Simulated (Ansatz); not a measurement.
Si2Mo: several calculations on one system

**1. Relaxation**

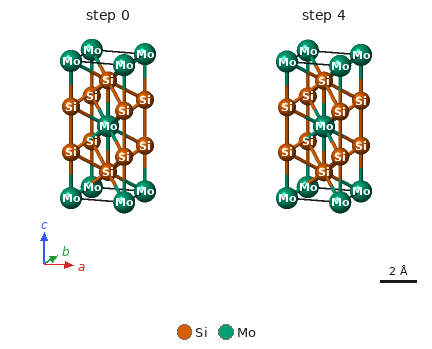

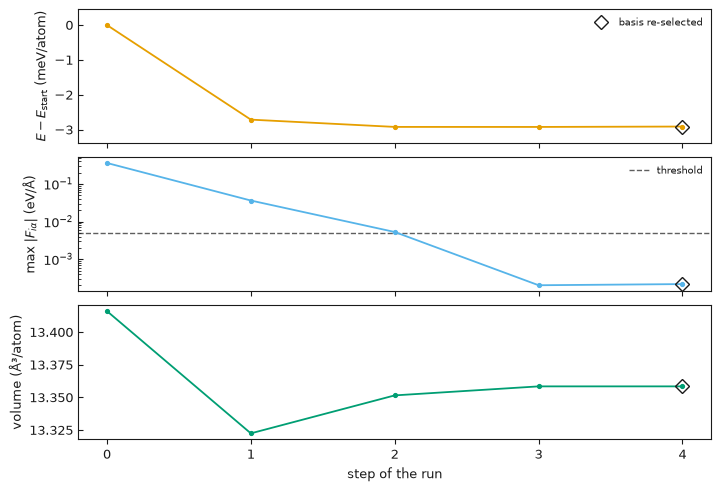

First and last geometry of a relaxation of a crystal of Si2Mo (set up in I4/mmm), with the history of the run. The picture is a ball-and-stick view of the conventional cell (2 times the calculation's cell), seen slightly off an axis. Lengths and directions refer to the drawn axes.

Method: DFT r2SCAN, scalar-relativistic, plane waves, PAW (Ansatz 0.2.0). Set-up: plane-wave cutoff 500 eV; k-point mesh 18 × 18 × 18; occupations gaussian; smearing width 0.1 eV; no spin polarisation; cell and atoms relaxed; force threshold 0.005 eV/Å; at most 80 steps.

> Read the history and describe the run.

It converged. Over 3 accepted moves (4 points after the start) the energy falls by 2.9 meV per atom. The largest force component goes from 0.36 to 0.00022 eV/Å. Pressure: −1.42 GPa at the start and −0.01 GPa at the end. The SCF was repeated once at an unchanged geometry on a basis and grid sized afresh for the cell, which shifted the energy by less than 0.05 meV per atom at most. The largest moves relative to the cell, 0.018 Å, are those of Si atoms. Mo stays in place. The drawn cell changes as follows: a = b 3.200 → 3.202 Å (+0.1 %), c 7.861 → 7.819 Å (−0.5 %); the volume changes by −0.4 %. Among the contacts that change: Si–Si 2.626 → 2.576 Å, Si–Si 2.612 → 2.628 Å, Mo–Si 2.616 → 2.605 Å. The space group stays I4/mmm (No. 139).

**2. Relaxation**

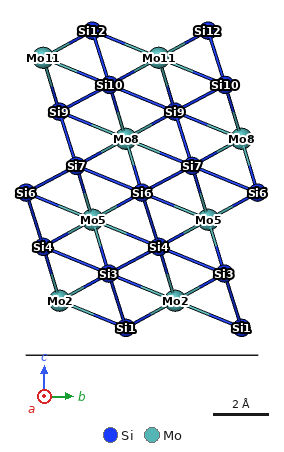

Starting structure of a slab of composition Si$_{2}$Mo (cut from the I4/mmm phase). A ball-and-stick model of the 2 × 2 repeat of the cell, outlined in the plane, without the vacuum, seen along the a axis.

Case: (1 0 1) slab, atoms relaxed. The slab is the (1 0 1) face of Si2Mo.

All numbers below come from DFT PBE, scalar-relativistic, plane waves, PAW in Ansatz 0.2.0.

Input file:
```yaml
crystal:
  lattice:
    - [3.2168473669, 0.0, 0.0]
    - [-1.6084236834, 4.2524272784, 0.0]
    - [0.0, 0.0, 25.9293528253]
  atoms:
    - { symbol: Si, position: [0.4302218073, 0.8604436146, 0.2892474814] }
    - { symbol: Mo, position: [0.1430629341, 0.2861258682, 0.327732044] }
    - { symbol: Si, position: [0.8559040609, 0.7118081218, 0.3662166065] }
    - { symbol: Si, position: [0.5732847414, 0.1465694828, 0.4040927855] }
    - { symbol: Mo, position: [0.2861258682, 0.5722517364, 0.442577348] }
    - { symbol: Si, position: [0.998966995, 0.99793399, 0.4810619105] }
    - { symbol: Si, position: [0.7163476755, 0.432695351, 0.5189380895] }
    - { symbol: Mo, position: [0.4291888023, 0.8583776046, 0.557422652] }
    - { symbol: Si, position: [0.1420299291, 0.2840598582, 0.5959072145] }
    - { symbol: Si, position: [0.8594106096, 0.7188212192, 0.6337833935] }
    - { symbol: Mo, position: [0.5722517364, 0.1445034728, 0.672267956] }
    - { symbol: Si, position: [0.2850928632, 0.5701857265, 0.7107525186] }
basis:
  ecutwfc: 420
kpoints:
  mp_grid: { grid: [11, 8, 1] }
hamiltonian:
  xc: pbe
scf:
  occupations: { method: gaussian, width: 0.1 }
output:
  forces: true
  eigenvalues: true
  write_density: true
  write_potential: true
  elf: true
  volumetric_format: npy
relax:
  adjacent_minimum: "off"
  f_tol: 0.02
  max_steps: 60
efield:
  axis: 3
  dipole_correction: true
  ramp_width: 0.04
```

Run as
```bash
ansatz run input.yaml --threads 1 --pin off --max-ram 2560MiB --backend cpu --events-out ev --progress --plain --runs-dir out
```

> What does the optimiser find from here?

The largest moves relative to the layer's centre, 0.18 Å, are those of Si1 and Si12. Si12 goes at 28° to the normal (−c side). Largest moves by element: Si 0.18 Å, Mo 0.09 Å. The cell stays as it was. Among the contacts that change: Si10–Si12 2.640 → 2.522 Å, Mo11–Si12 2.619 → 2.563 Å, Mo8–Si10 2.619 → 2.652 Å, Si6–Si7 2.597 → 2.619 Å. Bond angles that change, for instance: Mo2–Si1–Si3 104.6° → 109.7°, Si3–Si1–Si3 75.1° → 79.3°, Mo2–Si1–Mo2 119.7° → 122.0°. The energy falls by 0.235 eV per cell of the calculation in 3 accepted moves (4 points after the start). The largest force component goes from 0.97 to 0.018 eV/Å. 1 step only repeated the SCF at the same geometry.

Step by step:

```json
{"step": "0", "E − E(0), meV/atom": "0.00", "largest force component, eV/Å": "0.9730", "note": ""}
{"step": "1", "E − E(0), meV/atom": "-18.73", "largest force component, eV/Å": "0.3115", "note": ""}
{"step": "2", "E − E(0), meV/atom": "-19.44", "largest force component, eV/Å": "0.1190", "note": ""}
{"step": "3", "E − E(0), meV/atom": "-19.58", "largest force component, eV/Å": "0.0183", "note": ""}
{"step": "4", "E − E(0), meV/atom": "-19.58", "largest force component, eV/Å": "0.0184", "note": "same geometry, SCF repeated"}
```

After the run, drawn alike:

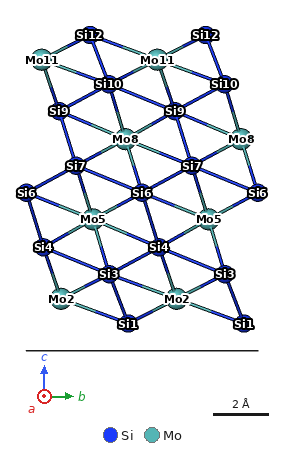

**3. A change**

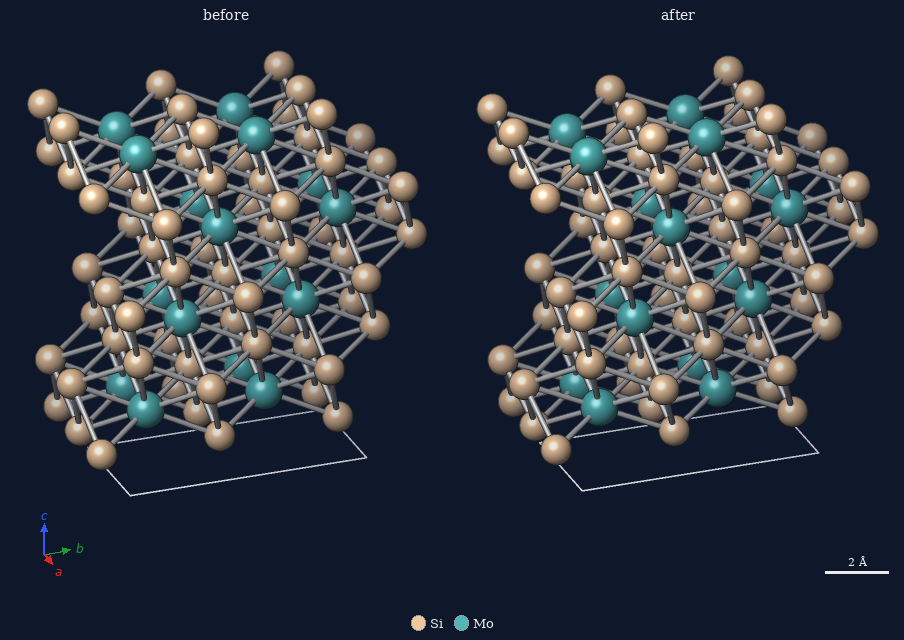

Left: a (1 0 1) slab of Si$_{2}$Mo as cut from the relaxed bulk. Right: the same structure after one change, at the same scale. The picture is a ball-and-stick view of the 2 × 2 repeat of the cell, outlined in the plane, without the vacuum, seen slightly off an axis.

The calculation used DFT PBE, scalar-relativistic, plane waves, PAW (Ansatz 0.2.0). (plane-wave cutoff 420 eV; occupations gaussian; smearing width 0.1 eV; no spin polarisation) The k-mesh is chosen for each cell (11×8×12, 11×8×1).

The atoms of the slab are relaxed at the bulk's in-plane cell.

**What does the change do?**

The surface energy (mean of the two faces) falls from 2.34 to 2.20 J/m². The top spacing, between the Si and Mo planes, goes from 1.00 to 0.91 Å (−8.9 %), the bottom one (Si to Mo) from 1.00 to 0.91 Å (−8.9 %). The cell stays as it was. The largest moves relative to the layer's centre, 0.18 Å, are those of Si atoms. By element the largest moves are Si 0.18 Å, Mo 0.09 Å. Near-neighbour distances before and after: Si–Si 2.640 → 2.521 to 2.647 Å, Mo–Si 2.619 → 2.560 to 2.652 Å, Si–Si 2.597 → 2.614 to 2.619 Å, Mo–Si 2.638 → 2.630 to 2.645 Å.

**4. Series**

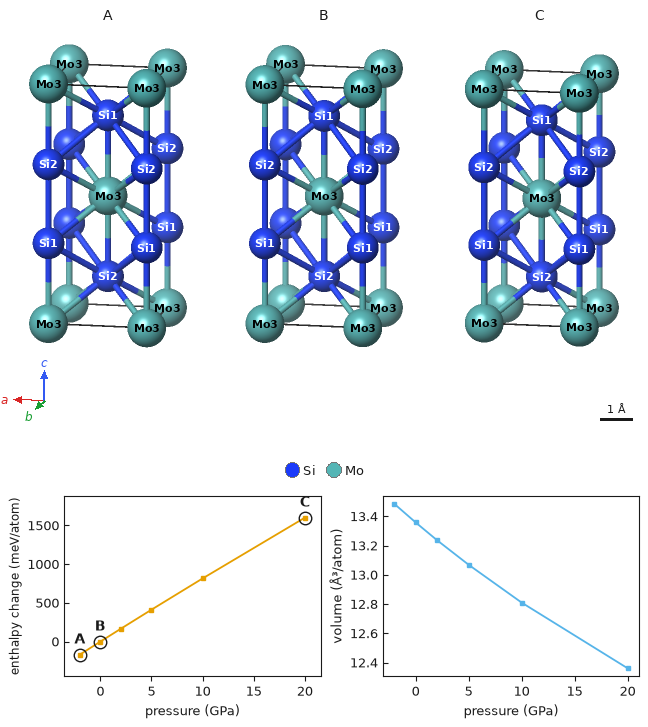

Members of a series of calculations on crystalline Si₂Mo (set up in I4/mmm), marked on the first curve. A ball-and-stick model of the conventional cell (2 times the calculation's cell), seen from a free direction. Lengths and directions refer to the drawn axes.

All numbers below come from DFT r2SCAN, scalar-relativistic, plane waves, PAW (Ansatz 0.2.0). Set-up: plane-wave cutoff 500 eV; k-point mesh 18 × 18 × 18; occupations gaussian; smearing width 0.1 eV; no spin polarisation.

Describe the series.

The structure is relaxed at several pressures. A (pressure −2.0 GPa): enthalpy change −168 meV/atom, volume 13.48 Å³ per atom. B (pressure 0.0 GPa): enthalpy change 0.0 meV/atom, volume 13.36 Å³ per atom. C (pressure 20.0 GPa): enthalpy change 1601 meV/atom, volume 12.36 Å³ per atom. The rest compares A with C. The volume changes by −8.3 %, with a = b 3.213 → 3.113 Å (−3.1 %), c 7.839 → 7.652 Å (−2.4 %). Near-neighbour distances before and after: Si–Si 2.637 → 2.550 Å, Mo–Si 2.630 → 2.557 Å, Mo–Si 2.612 → 2.541 Å.
